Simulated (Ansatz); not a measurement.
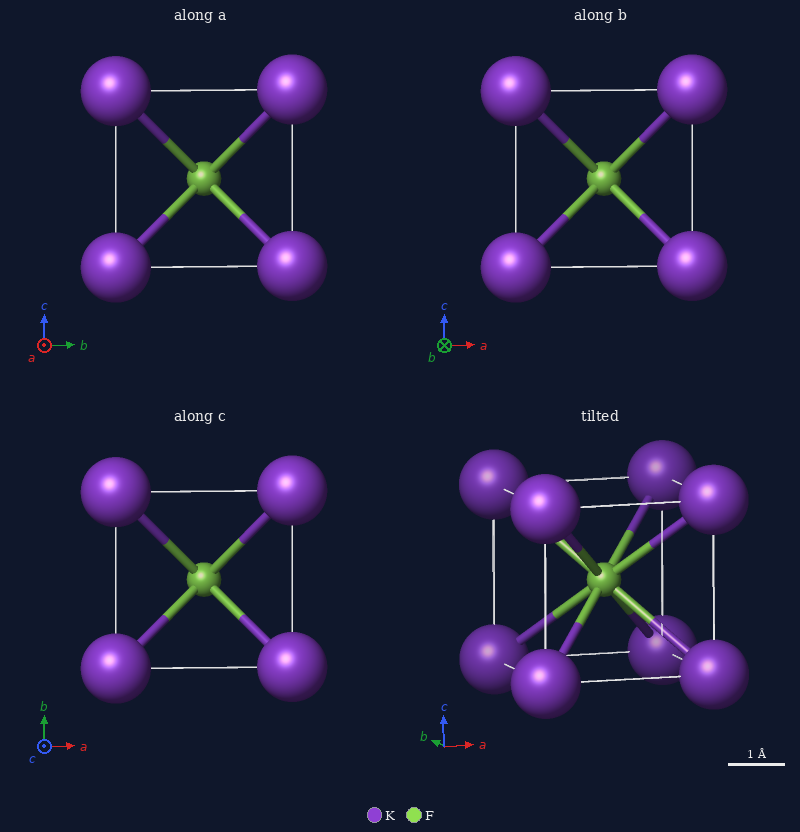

The crystal in a ball-and-stick representation, seen along the a axis, along the b axis, along the c axis and slightly off an axis. Lines trace the edges of the unit cell.

Lattice parameters: a = 3.1937 Å, b = 3.1937 Å, c = 3.1937 Å, α = 89.470°, β = 89.470°, γ = 89.470°.

**Write down what is shown as a CIF in P1 with every atom of the cell.**

```cif
data_structure
_symmetry_space_group_name_H-M 'P 1'
_symmetry_Int_Tables_number 1
_cell_length_a 3.1937
_cell_length_b 3.1937
_cell_length_c 3.1937
_cell_angle_alpha 89.470
_cell_angle_beta 89.470
_cell_angle_gamma 89.470
_cell_volume 32.57
loop_
_atom_site_label
_atom_site_type_symbol
_atom_site_fract_x
_atom_site_fract_y
_atom_site_fract_z
_atom_site_occupancy
K1 K 0.0000 0.0000 0.0000 1
F1 F 0.5000 0.5000 0.5000 1
```

Its origin is a structure type filled with these elements by a generator (whether the compound takes this form wasn't checked). The cell was then strained or its atoms displaced on purpose. Ansatz was used for an electronic-structure calculation on it.
